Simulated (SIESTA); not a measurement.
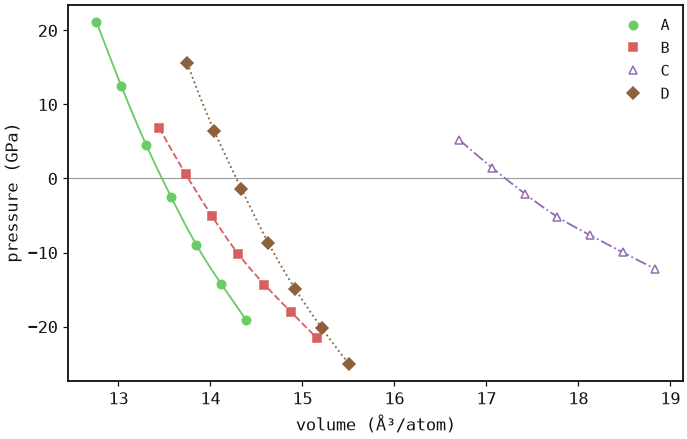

The picture above shows the pressure against volume, with one curve for each element, for Au, Ir, Rh and Ru (all in space group P6_3/mmc (No. 194)). The labels are replaced by letters.

Calculation (SIESTA 5.4.2): DFT in numerical atomic orbitals with pseudopotentials, no spin polarisation; energies at scaled volumes of the given cell, shape and fractions fixed, counted from the fit's minimum, third-order Birch-Murnaghan fit. Level: PBEsol.

k mesh 11×11×6; occupations Fermi–Dirac; smearing width 0.05 eV; potentials PseudoDojo 0.4 standard, converted to PSML, two zetas on semicore shells.

Q: Which letter stands for which compound?

A: A: Ru; B: Rh; C: Au; D: Ir.

Keep in mind: mulliken charges of long orbitals; potentials made for another functional (Ir); short basis over semicore shells (Au, Ir); spin-orbit coupling left out, heavy elements (Au); valence orbitals made in semicore potential (Ir); shape and atomic fractions are frozen while scaling, which makes layered, chain and framework solids too stiff.
